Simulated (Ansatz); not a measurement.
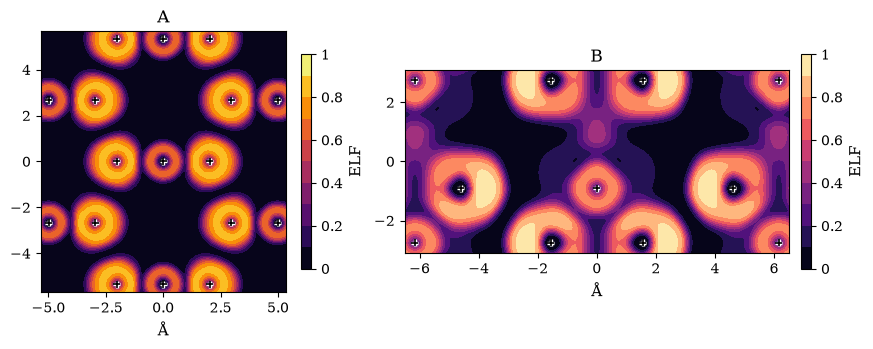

The ELF of 2 systems, each on a plane through atoms (crosses mark nuclei in the plane).

Level of theory: DFT, HSE06, plane waves, PAW (Ansatz 0.2.0).

System 1: MoS2, the (110) plane of the conventional cell. Space group P6₃/mmc; started from the 2H (MoS2) bulk prototype, which need not be the ambient phase; changed on purpose from its base cell (uniaxial z strain -1.0%); not relaxed (largest force 0.4 eV/Å); computed pressure about −2 GPa in this cell; computed without spin polarisation.

```
Mo S
1.0
     3.17302    0.00000    0.00000
    -1.58651    2.74792    0.00000
     0.00000    0.00000   12.31154
Mo S
2 4
Direct
  0.33333 0.66667 0.25000
  0.66667 0.33333 0.75000
  0.66667 0.33333 0.37626
  0.66667 0.33333 0.12374
  0.33333 0.66667 0.87626
  0.33333 0.66667 0.62374
```

System 2: TiO2, the (110) plane of the conventional cell. Space group I4₁/amd; started from the anatase prototype, which need not be the ambient phase; changed on purpose from its base cell (uniaxial z strain +4.0%); computed pressure about −9 GPa in this cell; computed without spin polarisation.

```yaml
crystal:
  lattice:
    - [3.77780, 0.00000, 0.00000]
    - [0.00000, 3.77780, 0.00000]
    - [0.00000, 0.00000, 9.96677]
  atoms:
    - { symbol: Ti, position: [0.00000, 0.50000, 0.25000] }
    - { symbol: Ti, position: [0.50000, 0.00000, 0.75000] }
    - { symbol: Ti, position: [0.00000, 0.00000, 0.00000] }
    - { symbol: Ti, position: [0.50000, 0.50000, 0.50000] }
    - { symbol: O, position: [0.00000, 0.50000, 0.04704] }
    - { symbol: O, position: [0.50000, 0.00000, 0.54704] }
    - { symbol: O, position: [0.00000, 0.00000, 0.79704] }
    - { symbol: O, position: [0.50000, 0.50000, 0.29704] }
    - { symbol: O, position: [0.00000, 0.00000, 0.20296] }
    - { symbol: O, position: [0.50000, 0.50000, 0.70296] }
    - { symbol: O, position: [0.00000, 0.50000, 0.45296] }
    - { symbol: O, position: [0.50000, 0.00000, 0.95296] }
```

**Which map belongs to which system?**

Panel A is system 2, TiO2: the plane holds Ti and O. Ti–O (2.02 Å): the ELF peaks at about 0.85 in the valence shell of O, 0.6 Å from its nucleus, and is about 0.20 at the midpoint (no shared electron pair shows on this line). Panel B is system 1, MoS2: the plane holds Mo and S. Mo–S (2.40 Å): the ELF peaks at about 0.85 in the valence shell of S, 0.8 Å from its nucleus, and is about 0.50 at the midpoint.
